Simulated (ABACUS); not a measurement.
# A series of single points on HfC

System: HfC (2 atoms in the cell).
Method: Kohn-Sham DFT of a periodic cell, PBE, PseudoDojo NC SR 0.4.1 PBE standard, no spin polarisation (ABACUS 3.10.1).

The 7 runs differ only in the geometry, by an even scaling of the cell at fixed fractional positions. The structure derives from an entry of the Crystallography Open Database.

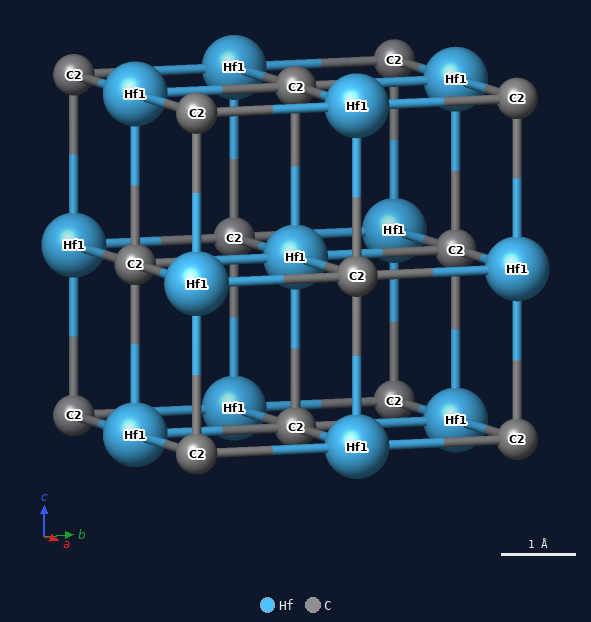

Figure 1. The structure of run 4 (ball-and-stick view of the cell 4 times as large as that of the calculation, set on its symmetry axes, seen slightly off an axis; atoms are numbered from 1 in the order of the input).

**Input file of run 4**
```
INPUT_PARAMETERS
suffix              HfC
calculation         scf
basis_type          pw
pseudo_dir          ./
symmetry            1
dft_functional      pbe
ecutwfc             82
pseudo_rcut         10
nspin               1
nbands              12
ks_solver           dav
smearing_method     fd
smearing_sigma      0.00367493
scf_thr             1e-08
scf_nmax            100
mixing_type         broyden
mixing_beta         0.7
cal_force           1
cal_stress          1
kpar                4
```

**File STRU of run 4**
```
ATOMIC_SPECIES
Hf 178.4900 Hf.upf
C 12.0110 C.upf

LATTICE_CONSTANT
1.8897261246

LATTICE_VECTORS
0.0000000000 2.3250000000 2.3250000000
2.3250000000 0.0000000000 2.3250000000
2.3250000000 2.3250000000 0.0000000000

ATOMIC_POSITIONS
Direct

Hf
0.0
1
0.5000000000 0.5000000000 0.5000000000 1 1 1

C
0.0
1
0.0000000000 0.0000000000 0.0000000000 1 1 1
```

**File KPT of run 4**
```
K_POINTS
0
Gamma
10 10 10 0 0 0
```

Command:
```bash
OMP_NUM_THREADS=1 mpirun -np 4 abacus > log
```

Run 6 differs from it as follows:
```diff
-0.0000000000 2.3250000000 2.3250000000
-2.3250000000 0.0000000000 2.3250000000
-2.3250000000 2.3250000000 0.0000000000
+0.0000000000 2.3555956139 2.3555956139
+2.3555956139 0.0000000000 2.3555956139
+2.3555956139 2.3555956139 0.0000000000
```

**Results, with one run withheld**

```tsv
run	volume per atom (Å³)	free energy per atom, from the lowest run given (meV)	pressure (GPa)
1	11.814	39.48	17.08
2	12.065	17.45	10.97
3	12.317	4.58	5.42
4	12.568	0.00	0.41
5	12.819	2.91	−4.14
6	13.071	?	?
7	13.322	28.43	−11.97
```

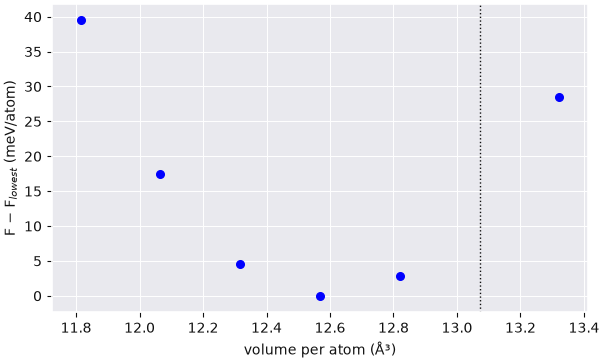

Figure 2. Free energy per atom of the runs given; the dotted line marks run 6.

Estimate the energy of run 6 from the others.

A cubic polynomial in V^(−2/3) (the Birch–Murnaghan form), fitted to the 6 runs given, misses them by at most 0.01 meV per atom. With x = V^(−2/3) − 0.18598 Å⁻², it reads F = 0.88185 + 1495.4 x + 6.1354e+05 x² + 84933 x³ (meV per atom). At run 6 it gives 12.63 meV per atom, and the run itself gives 12.60. The slope of the fit gives a pressure −dF/dV of −8.20 GPa there, and the run prints −8.26 GPa. The two needn't agree exactly: the fit is approximate, and the printed stress is taken on a finite basis. The fit has its minimum at 12.592 Å³ per atom, where V d²F/dV² gives 237 GPa: the bulk modulus at this level, since symmetry fixes the shape and the positions.

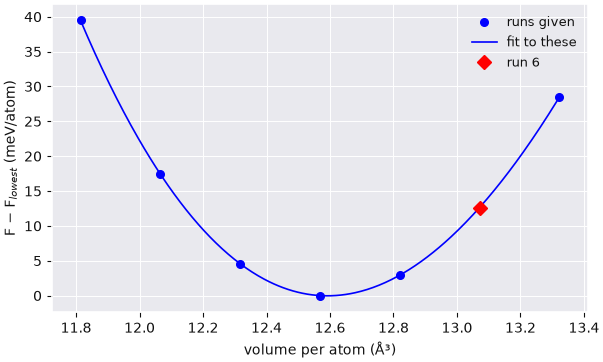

Figure 3. The fit and the withheld run.

**Some lines of the output (run 6)**
```
[...]
 E_Fermi        1.1417600624         15.5344425976
 E_Fermi        1.0911054575         14.8452513404
 E_Fermi        1.0857284779         14.7720937797
 E_Fermi        1.0886458005         14.8117859899
 E_Fermi        1.0889020356         14.8152722477
 E_Fermi        1.0886788347         14.8122354433
 E_Fermi        1.0887339086         14.8129847631
 E_Fermi        1.0887204480         14.8128016222
 E_KS(sigma->0) -125.0095342283      -1700.8419698313
 E_Fermi        1.0887145952         14.8127219910
 final etot is -1700.8435062 eV
 EFERMI = 14.812721991 eV
 TOTAL-PRESSURE: -82.589956 KBAR
 !FINAL_ETOT_IS -1700.8435062329331231 eV
```

Notes: Spin–orbit coupling is left out, which matters for Hf.
